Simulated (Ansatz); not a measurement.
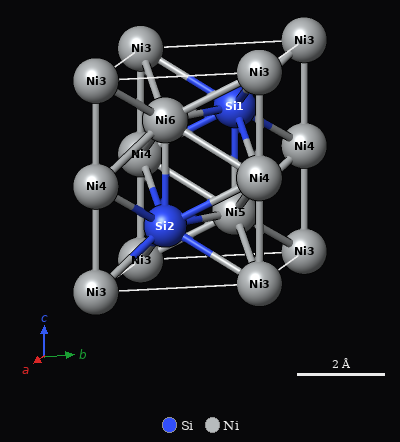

Figure 1. The structure (ball-and-stick view of the cell of the calculation, seen slightly off an axis; atoms are numbered from 1 in the order of the input).

**Run report: Ni2Si, band-structure calculation**

Ni2Si (P6₃/mmc, 6 atoms in the cell), computed with DFT PBEsol, scalar-relativistic, plane waves, PAW, no spin polarisation (Ansatz 0.2.0).

The structure derives from an entry of the Crystallography Open Database. Figures and captions count atoms from 1; the log counts them from 0 in places.

What the program printed:
```
scf.n_extra_bands = 15 over 40 filled bands (N_el = 80.0): the run solves 55 bands
Engine: ansatz 0.2.0, aarch64-unknown-linux-gnu
Pseudopotentials: kind: paw
Pseudopotential: Si, paw, valence charge 4, recommended cutoff 420 eV (normal), Si.paw.azcp
Pseudopotential: Ni, paw, valence charge 18, recommended cutoff 420 eV (normal), Ni.paw.azcp
Functional definition: PBEsol
  exchange = pbesol_x
  correlation = pbesol_c
Crystal: 6 atoms, lattice volume = 66.151 Å³
Basis set: ecut = 420 eV, 1289 PW (Γ), exchange–correlation on 54×54×72 points (8 copies of the dense FFT grid, shifted against one another)
Bands: 55, of which v1, the nominal top of the filled ones, is band 40 counted from 1 (39 counted from 0)
Symmetry: 24 space group operations
Space group: P63/mmc (ITA 194), of the structure as read, at distance tolerance 4.0e-5 Å
k-points: 95 of 1152
Non-local potential: Si, projectors of the file, l = 0: 2, l = 1: 2, l = 2: 2
Non-local potential: Ni, projectors of the file, l = 0: 3, l = 1: 2, l = 2: 3, l = 3: 1
PAW form: soft (Blöchl's): semilocal exchange-correlation on the pseudo side does not see the compensation charge
PAW frozen core: Si, regenerated for the run's functional, and the local potential with it (the file was generated under x = pbe(κ = 0.804, μ = 0.2195149727645171), c = pbe(β = 0.06672455060314922))
PAW frozen core: Ni, regenerated for the run's functional, and the local potential with it (the file was generated under x = pbe(κ = 0.804, μ = 0.2195149727645171), c = pbe(β = 0.06672455060314922))
PAW one-centre angular grid: Si, 110 points (default); XC on 64 Gauss nodes
PAW one-centre angular grid: Ni, 590 points (default); XC on 64 Gauss nodes
Initial density: superposition of atomic densities (neutral atoms: chi_scale 0, normalization atom), corrected by the library's trained network
Initial wavefunctions: pseudopotential atomic-orbital guess
Functional: x = pbesol(κ = 0.804, μ = 0.12345679012345678), c = pbesol(β = 0.046)
SCF iter   1: F=—  HF=-24466.318208 eV  |F-HF|=—  |Δ(HF+E_count)|=         —  Δρ=1.95e-2  dr2=1.34e-1  ethr=1.77e-3  ⟨swp⟩=5.2  Hψ=19743  notcnv=0  defer=300
preconditioner: auto → Kerker (q_TF=auto, 2.816 Å⁻¹)  [metal: Δε(μ)=0.005 eV  Ē_g=10.221 eV  σ=0.100 eV  W_gap=0.03  n_scr=22 (ndim 8)  ℏωp=31.6 eV  f_vac=0.000  D(μ)=3.75/eV (n_scr^D=34)]
SCF iter   2: F=—  HF=-24466.296598 eV  |F-HF|=—  |Δ(HF+E_count)|=   2.16e-2  Δρ=5.44e-3  dr2=1.15e-2  ethr=1.67e-4  ⟨swp⟩=2.9  Hψ=10248  notcnv=0  defer=745
SCF iter   3: F=—  HF=-24466.295034 eV  |F-HF|=—  |Δ(HF+E_count)|=   1.56e-3  Δρ=1.42e-3  dr2=1.04e-3  ethr=1.43e-5  ⟨swp⟩=1.3  Hψ=4913  notcnv=0  defer=745
SCF iter   4: F=—  HF=-24466.294755 eV  |F-HF|=—  |Δ(HF+E_count)|=   2.78e-4  Δρ=3.61e-4  dr2=8.83e-5  ethr=1.30e-6  ⟨swp⟩=2.0  Hψ=6348  notcnv=0  defer=745
SCF iter   5: F=—  HF=-24466.294746 eV  |F-HF|=—  |Δ(HF+E_count)|=   9.65e-6  Δρ=7.28e-5  dr2=5.43e-6  ethr=1.10e-7  ⟨swp⟩=2.0  Hψ=5835  notcnv=0  defer=745
SCF iter   6: F=—  HF=-24466.294745 eV  |F-HF|=—  |Δ(HF+E_count)|=   1.18e-6  Δρ=4.21e-5  dr2=7.76e-7  ethr=6.79e-9  ⟨swp⟩=2.0  Hψ=6825  notcnv=0  defer=745
SCF iter   7: F=-24466.294745 eV  HF=-24466.294745 eV  |F-HF|=3.74e-8  |Δ(HF+E_count)|=   7.79e-8  Δρ=9.94e-6  dr2=3.85e-8  ethr=1.25e-10  ⟨swp⟩=12.3  Hψ=39363  notcnv=0
SCF 1 converged in 7 iterations: F = -24466.294745 eV  dr2 = 3.85e-8
  greatest PAW one-centre occupation: 1.001 electrons in one spin orbital (limit 2), on the Ni atom at site 5 (counted from 0), in its partial waves of l = 1
NSCF: frozen V_eff on 129 k-points
NSCF: frozen V_eff on 259 k-points
SCF converged after 7 iterations
Free energy (F): -24466.294745 eV
Harris-Foulkes:  -24466.294745 eV  (|F-HF|=3.74e-8)
Internal energy: -24466.276475 eV  (E = F + TS)
E sigma→0 (E₀):  -24466.285610 eV
Entropy (-TS):   -0.018270 eV (-3.045 meV/atom)
Fermi energy:    16.852024 eV
--- Per-component energies (eV) ---
  E_band       = -1161.318741
  E_kinetic    = 1227.882479
  E_local      = -16001.478147  (includes V_loc(G=0)·N_el)
  E_nonlocal   = 2602.355886
  E_hartree    = 6831.730401
  E_xc         = -452.865683
  E_vxc        = -538.485195  (∫ρ·V_xc dr)
  E_paw        = -7386.078801  (= ΣΔE_a)
  E_vpaw       = -2115.070408  (= ΣTr[D̂ρ^β])
  E_aug_tail   = 0.001958  (compensation charges beyond the density's cutoff)
  E_ewald      = -11288.676845
  E_core_change = 0.852277  (= ΣΔE_core)
  E_smearing   = -0.018270  (= −TS)
  E_closure    = -0.000000  (closes the sum)
  Σ components = -24466.294745   (vs F -24466.294745, Δ=0.00e0)
--- Forces (eV/Å), atoms counted from 1 ---
  atom   1  Si     0.00000000     0.00000000    -0.00000000
  atom   2  Si    -0.00000000    -0.00000000     0.00000000
  atom   3  Ni     0.00000000    -0.00000000     0.00000000
  atom   4  Ni     0.00000000     0.00000000     0.00000000
  atom   5  Ni     0.00000000     0.00000000    -0.00000000
  atom   6  Ni    -0.00000000    -0.00000000     0.00000000
  max |Σ_I F_I| component: 4.63e-18 eV/Å
--- Stress (GPa, compression-positive) ---
       -7.858735      -0.000000       0.000000
       -0.000000      -7.858735       0.000000
        0.000000       0.000000      -7.571449
  P = ⅓ Tr σ = -7.7630 GPa (-77.630 kbar)
--- Band table (eV; the first three rows and the last of 95) ---
  k-point 0: bands = ["-86.3346", "-86.3339", "-86.0919", "-86.0812", "-46.9492", "-46.9492", "-46.9460", "-46.9460", "-46.8045", "-46.8015", "-46.7278", "-46.6287", "-46.6287", "-46.6226", "-46.6226", "-46.6102", "4.3190", "8.6697", "10.4395", "11.8513", "11.8513", "12.9705", "12.9705", "13.0640", "13.1890", "13.1890", "13.6864", "13.6864", "14.8932", "14.8932", "15.0273", "15.5131", "15.5131", "15.5206", "15.5206", "15.5970", "16.2457", "16.2457", "16.9729", "19.4243", "19.5568", "19.5568", "19.6428", "19.6428", "20.0421", "21.0145", "21.0145", "22.1833", "25.0624", "25.0624", "25.9629", "25.9629", "26.4419", "26.4419", "26.5993"]
  k-point 1: bands = ["-86.3346", "-86.3339", "-86.0914", "-86.0816", "-46.9490", "-46.9490", "-46.9461", "-46.9461", "-46.8045", "-46.8017", "-46.7233", "-46.6285", "-46.6285", "-46.6228", "-46.6228", "-46.6147", "4.4118", "8.2060", "10.8450", "11.8707", "11.8707", "12.8089", "12.8089", "13.0811", "13.3276", "13.3276", "13.6844", "13.6844", "14.9504", "14.9504", "14.9956", "15.5135", "15.5135", "15.5158", "15.5158", "15.6414", "16.1991", "16.1991", "17.1065", "19.4300", "19.6576", "19.6576", "19.6671", "19.6671", "19.8489", "20.9039", "20.9039", "22.3871", "24.1356", "24.1356", "26.1799", "26.7187", "26.7187", "26.9964", "26.9964"]
  k-point 2: bands = ["-86.3345", "-86.3340", "-86.0903", "-86.0827", "-46.9487", "-46.9487", "-46.9464", "-46.9464", "-46.8044", "-46.8022", "-46.7104", "-46.6279", "-46.6279", "-46.6274", "-46.6235", "-46.6235", "4.6879", "7.3614", "11.5284", "11.9298", "11.9298", "12.5757", "12.5757", "13.0898", "13.4923", "13.4923", "13.6811", "13.6811", "14.9392", "15.1073", "15.1073", "15.5048", "15.5048", "15.5153", "15.5153", "15.6134", "16.0656", "16.0656", "17.6290", "19.4824", "19.4919", "19.7428", "19.7428", "19.9584", "19.9584", "20.6401", "20.6401", "22.7103", "22.9996", "22.9996", "25.4025", "25.4693", "27.4700", "27.4700", "28.4187"]
  k-point 94: bands = ["-86.3340", "-86.3340", "-86.0867", "-86.0867", "-46.9498", "-46.9498", "-46.9482", "-46.9482", "-46.8060", "-46.8060", "-46.6673", "-46.6673", "-46.6285", "-46.6285", "-46.6201", "-46.6201", "8.1131", "8.1131", "10.2395", "10.2395", "11.0257", "11.0257", "13.0479", "13.0479", "13.7775", "13.7775", "14.0570", "14.0570", "14.3980", "14.3980", "14.6310", "14.6310", "15.2284", "15.2284", "15.5323", "15.5323", "15.5926", "15.5926", "15.7364", "15.7364", "16.6408", "16.6408", "22.1563", "22.1563", "22.8734", "22.8734", "24.5312", "24.5312", "25.3498", "25.3498", "25.6024", "25.6024", "25.7951", "25.7951", "33.2447"]
--- Löwdin populations: 6 sites ---
  site symbol       q [e]
     0     Si      4.4312
     1     Si      4.4312
     2     Ni     17.5466
     3     Ni     17.5466
     4     Ni     17.5824
     5     Ni     17.5824
  spilling = 0.010994 (of n_electrons = 80.000000)
--- Bader charges: 6 sites ---
  site symbol  charge [e]  shift [e]
     0     Si      0.5645     0.0040
     1     Si      0.5645     0.0040
     2     Ni     -0.0504     0.0014
     3     Ni     -0.0504     0.0014
     4     Ni     -0.5140     0.0026
     5     Ni     -0.5140     0.0026
  estimated error of the sums over rays = 9.5e-4 e
```

File bader_charges.tsv:
```
# site	symbol	x_ang	y_ang	z_ang	partial_charge_e	electrons	volume_ang3	relative_density_drop	shared_charge_e	partial_wave_shift_e
# quadrature_error_electrons = 9.5e-4
0	Si	0.0000	2.2586	3.7436	0.56449	13.43551	10.79	-	0.56449	0.00402
1	Si	1.9560	1.1293	1.2479	0.56446	13.43554	10.79	-	0.56446	0.00402
2	Ni	0.0000	0.0000	0.0000	-0.05045	28.05045	10.71	-	-0.05045	0.00138
3	Ni	0.0000	0.0000	2.4957	-0.05042	28.05042	10.71	-	-0.05042	0.00138
4	Ni	0.0000	2.2586	1.2479	-0.51404	28.51404	11.58	-	-0.51404	0.00264
5	Ni	1.9560	1.1293	3.7436	-0.51404	28.51404	11.58	-	-0.51404	0.00264
```

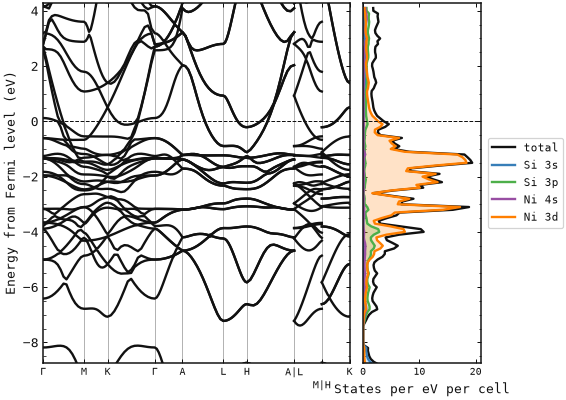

Figure 2. Band structure along Γ–M–K–Γ–A–L–H–A|L–M|H–K and density of states (projected on Löwdin-orthogonalised atomic shells), with energies from the Fermi level. Bands cross the Fermi level: a metal at this level of theory.

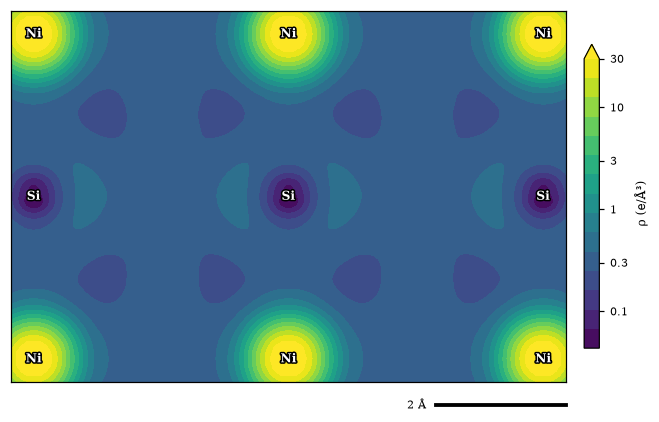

Figure 3. Valence electron density on the (010) plane of the conventional cell. Atoms in the plane: Si and Ni. Si–Ni (2.50 Å): ρ at the midpoint is about 0.34 e/Å³. Away from the nuclei the density in this plane falls to 0.22 e/Å³ at its lowest. In a PAW calculation such maps are meaningful between the atoms, not at the nuclei.

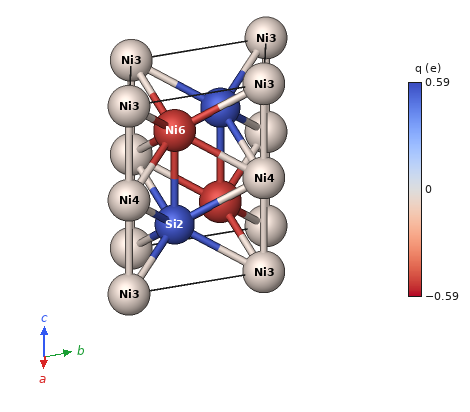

Figure 4. Bader charges, as the colour of each atom (ball-and-stick view of the cell of the calculation, seen at an oblique angle; atoms are numbered from 1 in the order of the input). By element: Si +0.56 and Ni −0.51 to −0.05 e.

This output came from the following input.

Input file:
```yaml
crystal:
  lattice:
    - [3.9119262937, 0.0, 0.0]
    - [-1.9559631469, 3.3878275481, 0.0]
    - [0.0, 0.0, 4.9914522299]
  atoms:
    - { symbol: Si, position: [0.3333333333, 0.6666666667, 0.75] }
    - { symbol: Si, position: [0.6666666667, 0.3333333333, 0.25] }
    - { symbol: Ni, position: [0.0, 0.0, 0.0] }
    - { symbol: Ni, position: [0.0, 0.0, 0.5] }
    - { symbol: Ni, position: [0.3333333333, 0.6666666667, 0.25] }
    - { symbol: Ni, position: [0.6666666667, 0.3333333333, 0.75] }
basis:
  ecutwfc: 420
kpoints:
  mp_grid: { grid: [12, 12, 8] }
  band_path:
    path:
      - [[0.0, 0.0, 0.0], [0.5, 0.0, 0.0], [0.33333333, 0.33333333, 0.0], [0.0, 0.0, 0.0], [0.0, 0.0, 0.5], [0.5, 0.0, 0.5], [0.33333333, 0.33333333, 0.5], [0.0, 0.0, 0.5]]
      - [[0.5, 0.0, 0.5], [0.5, 0.0, 0.0]]
      - [[0.33333333, 0.33333333, 0.5], [0.33333333, 0.33333333, 0.0]]
    npoints: 14
hamiltonian:
  xc: pbesol
scf:
  occupations: { method: gaussian, width: 0.1 }
  n_extra_bands: 15
output:
  forces: true
  stress: true
  eigenvalues: true
  populations: true
  dos: { projected: true, de: 0.02, nscf_kmesh: { grid: [18, 18, 12] } }
  bader: true
  write_density: true
  write_potential: true
  elf: true
  volumetric_format: npy
```

Launched with:
```bash
ansatz run input.yaml --threads 2 --pin off --max-ram 5120MiB --backend cpu --events-out ev --progress --plain --runs-dir out
```

Summary:

```csv
quantity,value
outcome,converged
space group (tolerance 0.01 Å),P6₃/mmc (194)
electrons treated,80
free energy,−24466.2947 eV
Fermi energy,16.852 eV
gap on the k-point mesh,none (metallic)
pressure,−7.76 GPa
largest force (length of the vector),under 0.001 eV/Å
hardware,"2 threads of Arm Neoverse V1, 24 GiB of memory available, shared host"
wall time,69 s (CPU time 2.3 min)
peak memory,0.74 GiB
```

Remarks:

The run has no spin polarisation, so a magnetic state may lie lower. The cell is under a tension of 7.8 GPa at this level, so it is not at its equilibrium volume.
